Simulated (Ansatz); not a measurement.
## Cu: geometry relaxation (part 1 of 2)

System: Cu (I4/mmm, 2 atoms in the cell).
Method: DFT r2SCAN, scalar-relativistic, plane waves, PAW, no spin polarisation (Ansatz 0.2.0).

The structure derives from a Materials Project entry. It belongs to a series of runs on one base structure; here: biaxial strain in the a-b plane, c and atoms relaxed: -6.0 %. Figures and captions count atoms from 1; the log counts them from 0 in places.

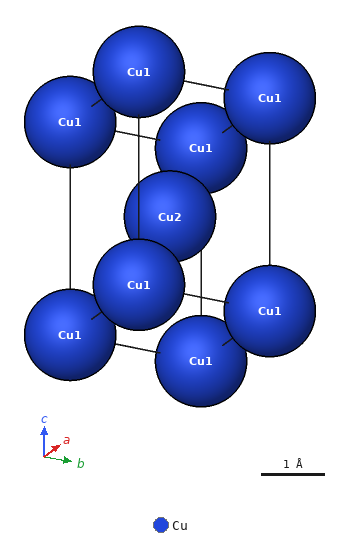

**Figure 1.** The input geometry (spheres-only view of the cell of the calculation, seen at an oblique angle; atoms are numbered from 1 in the order of the input). An atom can appear more than once, as a periodic image.

## Input file
```yaml
crystal:
  lattice:
    - [1.6810312496, 1.6810312496, 0.0]
    - [-1.6810312496, 1.6810312496, 0.0]
    - [0.0, 0.0, 3.7054220736]
  atoms:
    - { symbol: Cu, position: [0.0, 0.0, 0.0] }
    - { symbol: Cu, position: [0.5, 0.5, 0.5] }
basis:
  ecutwfc: 500
kpoints:
  mp_grid: { grid: [20, 20, 14] }
hamiltonian:
  xc: r2scan
scf:
  occupations: { method: gaussian, width: 0.1 }
output:
  forces: true
  stress: true
  eigenvalues: true
relax:
  adjacent_minimum: "off"
  f_tol: 0.008
  max_steps: 40
  cell: { stress_tol: 0.015, fix: [a, b, gamma] }
```

Machine: 1 thread of Intel Xeon @ 2.50GHz (Skylake/Cascade Lake), 189 GiB of memory available, shared host.

Launch command:
```bash
ansatz run input.yaml --threads 1 --pin off --max-ram 2560MiB --backend cpu --events-out ev --progress --plain --runs-dir out
```

## What the program printed
```
Engine: ansatz 0.2.0, x86_64-unknown-linux-gnu
Pseudopotentials: kind: paw
Pseudopotential: Cu, paw, valence charge 19, recommended cutoff 500 eV (meta_gga), Cu.paw.azcp
Functional definition: r2SCAN
  parameter k0 = 0.174
  parameter k1 = 0.065
  parameter a1 = 4.9479
  exchange = r2scan_x(k0 = k0, k1 = k1, a1 = a1)
  correlation = r2scan_c
Crystal: 2 atoms, lattice volume = 20.942 Å³
Basis set: ecut = 500 eV, 529 PW (Γ), exchange–correlation on 72×72×120 points (64 copies of the dense FFT grid, shifted against one another)
Bands: 23, of which v1, the nominal top of the filled ones, is band 19 counted from 1 (18 counted from 0)
Symmetry: 32 space group operations
Space group: I4/mmm (ITA 139), of the structure as read, at distance tolerance 2.8e-5 Å
k-points: 528 of 5600
Non-local potential: Cu, projectors of the file, l = 0: 3, l = 1: 2, l = 2: 3, l = 3: 1
PAW form: soft (Blöchl's): semilocal exchange-correlation on the pseudo side does not see the compensation charge
PAW frozen core: Cu, regenerated for the run's functional (the file was generated under x = pbe(κ = 0.804, μ = 0.2195149727645171), c = pbe(β = 0.06672455060314922))
PAW one-centre angular grid: Cu, 590 points (default); XC on 160 Gauss nodes
Initial density: superposition of atomic densities (neutral atoms: chi_scale 0, normalization atom), corrected by the library's trained network
Initial wavefunctions: pseudopotential atomic-orbital guess
Functional: x = r2scan, c = r2scan; τ floored in thin density (d = 2e-4 eV/Å³)
SCF iter   1: F=—  HF=-13262.367510 eV  |F-HF|=—  |Δ(HF+E_count)|=         —  Δρ=4.01e-2  dr2=1.81e-1  dr2_τ=1.19e-3  ethr=1.77e-3  ⟨swp⟩=5.0  Hψ=44580  notcnv=0
preconditioner: auto → none  [metal: Δε(μ)=0.009 eV  Ē_g=12.446 eV  σ=0.100 eV  W_gap=0.05  n_scr=6 (ndim 8)  ℏωp=38.1 eV  f_vac=0.000  D(μ)=0.72/eV (n_scr^D=2)  sad-step TF]
SCF iter   2: F=—  HF=-13262.347385 eV  |F-HF|=—  |Δ(HF+E_count)|=   2.01e-2  Δρ=8.18e-3  dr2=3.99e-3  dr2_τ=2.29e-3  ethr=4.75e-4  ⟨swp⟩=2.0  Hψ=23751  notcnv=0  defer=112
SCF iter   3: F=—  HF=-13262.337429 eV  |F-HF|=—  |Δ(HF+E_count)|=   9.96e-3  Δρ=6.74e-3  dr2=6.13e-3  dr2_τ=4.52e-5  ethr=1.05e-5  ⟨swp⟩=2.0  Hψ=24022  notcnv=0  defer=112
SCF iter   4: F=—  HF=-13262.335651 eV  |F-HF|=—  |Δ(HF+E_count)|=   1.78e-3  Δρ=6.37e-4  dr2=1.64e-5  dr2_τ=5.97e-6  ethr=1.05e-5  ⟨swp⟩=2.2  Hψ=16492  notcnv=0  defer=112
SCF iter   5: F=—  HF=-13262.335719 eV  |F-HF|=—  |Δ(HF+E_count)|=   6.78e-5  Δρ=1.33e-4  dr2=1.25e-6  dr2_τ=1.02e-7  ethr=4.30e-8  ⟨swp⟩=2.0  Hψ=23037  notcnv=0  defer=112
SCF iter   6: F=-13262.335726 eV  HF=-13262.335726 eV  |F-HF|=1.08e-7  |Δ(HF+E_count)|=   6.52e-6  Δρ=2.76e-5  dr2=6.76e-8  dr2_τ=6.43e-9  ethr=2.63e-10  ⟨swp⟩=7.1  Hψ=58602  notcnv=0
SCF 1 converged in 6 iterations: F = -13262.335726 eV  dr2 = 6.76e-8
  greatest PAW one-centre occupation: 1.000 electrons in one spin orbital (limit 2), on the Cu atom at site 1 (counted from 0), in its partial waves of l = 0
relax step   1: F+E_penalty+E_count = -13262.33572565 eV  Δ(F+E_penalty+E_count) = +0.000e0 eV  max|allowed force component| = 4.733e-30 eV/Å  Δτ_max = 0.0000 Å  P = +18.568 GPa  Ω = 20.942 Å³  fix = [a, b, gamma]  reactions: a +22.017, b +22.017 GPa  (6 SCF iters, dr2 threshold 1.00e-7 eV, accepted)
Crystal: 2 atoms, lattice volume = 21.252 Å³
Basis set: ecut = 500 eV, 537 PW (Γ), exchange–correlation on 72×72×120 points (64 copies of the dense FFT grid, shifted against one another)
Initial density: handed on by an earlier stage of this run
Initial wavefunctions: those handed on with the density
iter 1 solved again at ethr=1.83e-5 eV; its pass at ethr=3.10e-3 eV (dr2=6.96e-3 eV) is discarded
SCF iter   1: F=—  HF=-13262.343502 eV  |F-HF|=—  |Δ(HF+E_count)|=         —  Δρ=7.36e-3  dr2=6.97e-3  dr2_τ=8.63e-3  ethr=1.83e-5  ⟨swp⟩=1.0  Hψ=57768  notcnv=0
preconditioner: auto → none  [metal: Δε(μ)=0.001 eV  Ē_g=12.168 eV  σ=0.100 eV  W_gap=0.01  n_scr=6 (ndim 8)  ℏωp=37.8 eV  f_vac=0.000  D(μ)=0.72/eV (n_scr^D=2)]
SCF iter   2: F=—  HF=-13262.356831 eV  |F-HF|=—  |Δ(HF+E_count)|=   1.33e-2  Δρ=9.62e-3  dr2=1.00e-2  dr2_τ=8.61e-5  ethr=1.83e-5  ⟨swp⟩=2.0  Hψ=23409  notcnv=0
SCF iter   3: F=—  HF=-13262.354140 eV  |F-HF|=—  |Δ(HF+E_count)|=   2.69e-3  Δρ=2.82e-3  dr2=7.65e-4  dr2_τ=9.19e-6  ethr=1.83e-5  ⟨swp⟩=2.3  Hψ=18419  notcnv=0
SCF iter   4: F=—  HF=-13262.353946 eV  |F-HF|=—  |Δ(HF+E_count)|=   1.94e-4  Δρ=1.90e-4  dr2=3.04e-6  dr2_τ=2.00e-7  ethr=2.01e-6  ⟨swp⟩=2.0  Hψ=17839  notcnv=0
SCF iter   5: F=—  HF=-13262.353955 eV  |F-HF|=—  |Δ(HF+E_count)|=   8.62e-6  Δρ=2.97e-4  dr2=9.12e-6  dr2_τ=3.30e-8  ethr=8.01e-9  ⟨swp⟩=2.0  Hψ=22256  notcnv=0
SCF iter   6: F=—  HF=-13262.353955 eV  |F-HF|=—  |Δ(HF+E_count)|=   7.85e-7  Δρ=1.44e-4  dr2=2.39e-6  dr2_τ=7.23e-9  ethr=8.01e-9  ⟨swp⟩=2.0  Hψ=17859  notcnv=0
SCF iter   7: F=—  HF=-13262.353955 eV  |F-HF|=—  |Δ(HF+E_count)|=   2.28e-7  Δρ=9.26e-5  dr2=9.93e-7  dr2_τ=2.65e-9  ethr=6.29e-9  ⟨swp⟩=1.0  Hψ=12144  notcnv=0
SCF iter   8: F=-13262.353955 eV  HF=-13262.353955 eV  |F-HF|=1.32e-9  |Δ(HF+E_count)|=   1.42e-7  Δρ=5.27e-6  dr2=3.18e-9  dr2_τ=7.48e-11  ethr=5.26e-10  ⟨swp⟩=3.0  Hψ=47845  notcnv=0
SCF 2 converged in 8 iterations: F = -13262.353955 eV  dr2 = 3.18e-9
relax step   2: F+E_penalty+E_count = -13262.35395494 eV  Δ(F+E_penalty+E_count) = -1.823e-2 eV  max|allowed force component| = 6.311e-30 eV/Å  Δτ_max = 0.0000 Å  P = +15.216 GPa  Ω = 21.252 Å³  energy of the carried Pulay correction = -1.702e-4 eV  fix = [a, b, gamma]  reactions: a +19.134, b +19.134 GPa  (8 SCF iters, dr2 threshold 2.00e-7 eV, accepted)
Crystal: 2 atoms, lattice volume = 21.786 Å³
Basis set: ecut = 500 eV, 563 PW (Γ), exchange–correlation on 72×72×120 points (64 copies of the dense FFT grid, shifted against one another)
iter 1 solved again at ethr=5.46e-5 eV; its pass at ethr=3.10e-3 eV (dr2=2.08e-2 eV) is discarded
SCF iter   1: F=—  HF=-13262.338465 eV  |F-HF|=—  |Δ(HF+E_count)|=         —  Δρ=1.25e-2  dr2=2.08e-2  dr2_τ=2.45e-2  ethr=5.46e-5  ⟨swp⟩=1.2  Hψ=59761  notcnv=0
preconditioner: auto → none  [metal: Δε(μ)=0.012 eV  Ē_g=11.936 eV  σ=0.100 eV  W_gap=0.07  n_scr=6 (ndim 8)  ℏωp=37.3 eV  f_vac=0.000  D(μ)=0.67/eV (n_scr^D=2)]
SCF iter   2: F=—  HF=-13262.375754 eV  |F-HF|=—  |Δ(HF+E_count)|=   3.73e-2  Δρ=1.67e-2  dr2=3.12e-2  dr2_τ=2.57e-4  ethr=5.46e-5  ⟨swp⟩=2.0  Hψ=23666  notcnv=0
SCF iter   3: F=—  HF=-13262.367494 eV  |F-HF|=—  |Δ(HF+E_count)|=   8.26e-3  Δρ=5.05e-3  dr2=2.57e-3  dr2_τ=3.32e-5  ethr=5.46e-5  ⟨swp⟩=2.3  Hψ=20902  notcnv=0
SCF iter   4: F=—  HF=-13262.366822 eV  |F-HF|=—  |Δ(HF+E_count)|=   6.72e-4  Δρ=2.69e-4  dr2=7.44e-6  dr2_τ=5.33e-7  ethr=6.76e-6  ⟨swp⟩=2.0  Hψ=17924  notcnv=0
SCF iter   5: F=—  HF=-13262.366848 eV  |F-HF|=—  |Δ(HF+E_count)|=   2.61e-5  Δρ=4.21e-4  dr2=1.85e-5  dr2_τ=8.61e-8  ethr=1.96e-8  ⟨swp⟩=2.0  Hψ=22253  notcnv=0
SCF iter   6: F=—  HF=-13262.366851 eV  |F-HF|=—  |Δ(HF+E_count)|=   3.19e-6  Δρ=2.35e-4  dr2=6.43e-6  dr2_τ=2.41e-8  ethr=1.96e-8  ⟨swp⟩=2.0  Hψ=17804  notcnv=0
SCF iter   7: F=—  HF=-13262.366850 eV  |F-HF|=—  |Δ(HF+E_count)|=   7.35e-7  Δρ=1.41e-4  dr2=2.34e-6  dr2_τ=7.47e-9  ethr=1.69e-8  ⟨swp⟩=1.0  Hψ=12144  notcnv=0
SCF iter   8: F=-13262.366850 eV  HF=-13262.366850 eV  |F-HF|=7.62e-10  |Δ(HF+E_count)|=   3.69e-7  Δρ=6.15e-6  dr2=4.78e-9  dr2_τ=2.16e-10  ethr=5.26e-10  ⟨swp⟩=3.1  Hψ=49869  notcnv=0
the search or the solves at the SCF's close seem to have found levels that the self-consistency loop had missed (the run counts 1). By its estimate they hold under 1e-12 electrons; where the run keeps them, the occupations were computed again with them
SCF 3 converged in 8 iterations: F = -13262.366850 eV  dr2 = 4.78e-9
relax step   3: F+E_penalty+E_count = -13262.36685006 eV  Δ(F+E_penalty+E_count) = -1.290e-2 eV  max|allowed force component| = 7.189e-30 eV/Å  Δτ_max = 0.0000 Å  P = +10.161 GPa  Ω = 21.786 Å³  energy of the carried Pulay correction = -4.556e-4 eV  fix = [a, b, gamma]  reactions: a +14.941, b +14.941 GPa  (8 SCF iters, dr2 threshold 2.00e-7 eV, accepted)
Crystal: 2 atoms, lattice volume = 21.835 Å³
iter 1 solved again at ethr=4.59e-7 eV; its pass at ethr=3.10e-3 eV (dr2=1.75e-4 eV) is discarded
SCF iter   1: F=—  HF=-13262.366660 eV  |F-HF|=—  |Δ(HF+E_count)|=         —  Δρ=1.14e-3  dr2=1.71e-4  dr2_τ=2.04e-4  ethr=4.59e-7  ⟨swp⟩=2.0  Hψ=56759  notcnv=0
preconditioner: auto → none  [metal: Δε(μ)=0.015 eV  Ē_g=11.865 eV  σ=0.100 eV  W_gap=0.08  n_scr=6 (ndim 8)  ℏωp=37.3 eV  f_vac=0.000  D(μ)=0.64/eV (n_scr^D=2)]
SCF iter   2: F=—  HF=-13262.366985 eV  |F-HF|=—  |Δ(HF+E_count)|=   3.25e-4  Δρ=1.47e-3  dr2=2.43e-4  dr2_τ=1.99e-6  ethr=4.51e-7  ⟨swp⟩=2.0  Hψ=21343  notcnv=0
SCF iter   3: F=—  HF=-13262.366920 eV  |F-HF|=—  |Δ(HF+E_count)|=   6.55e-5  Δρ=4.09e-4  dr2=1.65e-5  dr2_τ=2.12e-7  ethr=4.51e-7  ⟨swp⟩=2.0  Hψ=16974  notcnv=0
SCF iter   4: F=-13262.366916 eV  HF=-13262.366915 eV  |F-HF|=1.64e-7  |Δ(HF+E_count)|=   4.15e-6  Δρ=2.58e-5  dr2=6.62e-8  dr2_τ=4.38e-9  ethr=5.26e-10  ⟨swp⟩=4.5  Hψ=58433  notcnv=0
SCF 4 converged in 4 iterations: F = -13262.366916 eV  dr2 = 6.62e-8
relax step   4: F+E_penalty+E_count = -13262.36691552 eV  Δ(F+E_penalty+E_count) = -6.545e-5 eV  max|allowed force component| = 2.317e-30 eV/Å  Δτ_max = 0.0000 Å  P = +9.737 GPa  Ω = 21.835 Å³  energy of the carried Pulay correction = -4.817e-4 eV  fix = [a, b, gamma]  reactions: a +14.610, b +14.610 GPa  (4 SCF iters, dr2 threshold 2.00e-7 eV, accepted)
Initial wavefunctions: pseudopotential atomic-orbital guess (no wavefunctions were taken with the density)
iter 1 solved again at ethr=6.99e-9 eV; its pass at ethr=3.10e-3 eV (dr2=2.66e-6 eV) is discarded
SCF iter   1: F=—  HF=-13262.367391 eV  |F-HF|=—  |Δ(HF+E_count)|=         —  Δρ=4.38e-4  dr2=2.27e-6  dr2_τ=2.08e-6  ethr=6.99e-9  ⟨swp⟩=3.0  Hψ=80057  notcnv=0
preconditioner: auto → none  [metal: Δε(μ)=0.005 eV  Ē_g=11.866 eV  σ=0.100 eV  W_gap=0.03  n_scr=6 (ndim 8)  ℏωp=37.3 eV  f_vac=0.000  D(μ)=0.64/eV (n_scr^D=2)]
SCF iter   2: F=—  HF=-13262.367505 eV  |F-HF|=—  |Δ(HF+E_count)|=   1.14e-4  Δρ=2.17e-4  dr2=4.02e-7  dr2_τ=2.89e-6  ethr=5.98e-9  ⟨swp⟩=2.0  Hψ=17781  notcnv=0
SCF iter   3: F=—  HF=-13262.367549 eV  |F-HF|=—  |Δ(HF+E_count)|=   4.36e-5  Δρ=3.07e-5  dr2=1.46e-8  dr2_τ=5.09e-8  ethr=1.06e-9  ⟨swp⟩=2.0  Hψ=17980  notcnv=0
SCF iter   4: F=—  HF=-13262.367550 eV  |F-HF|=—  |Δ(HF+E_count)|=   7.93e-7  Δρ=2.26e-5  dr2=5.89e-8  dr2_τ=2.63e-9  ethr=3.85e-11  ⟨swp⟩=2.0  Hψ=22218  notcnv=0
SCF iter   5: F=—  HF=-13262.367550 eV  |F-HF|=—  |Δ(HF+E_count)|=   2.32e-8  Δρ=1.48e-6  dr2=3.00e-10  dr2_τ=4.41e-11  ethr=3.85e-11  ⟨swp⟩=2.0  Hψ=19746  notcnv=0
SCF iter   6: F=—  HF=-13262.367550 eV  |F-HF|=—  |Δ(HF+E_count)|=  2.76e-10  Δρ=3.18e-7  dr2=2.41e-12  dr2_τ=5.24e-12  ethr=1.00e-12  ⟨swp⟩=2.0  Hψ=17420  notcnv=0
SCF iter   7: F=-13262.367550 eV  HF=-13262.367550 eV  |F-HF|=1.82e-12  |Δ(HF+E_count)|=  8.55e-11  Δρ=4.47e-8  dr2=2.20e-13  dr2_τ=5.60e-15  ethr=1.00e-12  ⟨swp⟩=4.4  Hψ=44829  notcnv=0
SCF 5 converged in 7 iterations: F = -13262.367550 eV  dr2 = 2.20e-13
relax step   5: F+E_penalty+E_count = -13262.36754964 eV  Δ(F+E_penalty+E_count) = -6.341e-4 eV  max|allowed force component| = 3.155e-30 eV/Å  Δτ_max = 0.0000 Å  P = +9.767 GPa  Ω = 21.835 Å³  fix = [a, b, gamma]  reactions: a +14.628, b +14.628 GPa  stress off target by 4.48e-2 GPa on what of the cell is left free  SCF on the basis re-selected at this cell (its energy is not comparable with the rows above)  (7 SCF iters)
basis re-selected at this cell: Δ(F+E_penalty+E_count) = -6.341e-4 eV, ΔP = +0.030 GPa vs the last step (what re-selecting the basis moved, of the pressure what is left beyond the Pulay correction that the steps carried, after the strain that the cell walked since its last selection, with what the two solves' SCF thresholds leave and, on support functions, any second-order correction that the steps lacked; it is no measure of the basis error at this ecutwfc). This SCF's stress stands 4.48e-2 GPa from its target on what of the cell is left free (relax.cell.stress_tol is 1.50e-2 GPa) and its largest allowed force component is 3.16e-30 eV/Å (relax.f_tol is 8.00e-3 eV/Å): not within both, so this SCF does not close the relaxation
Crystal: 2 atoms, lattice volume = 21.839 Å³
iter 1 solved again at ethr=2.36e-9 eV; its pass at ethr=3.10e-3 eV (dr2=8.95e-7 eV) is discarded
```
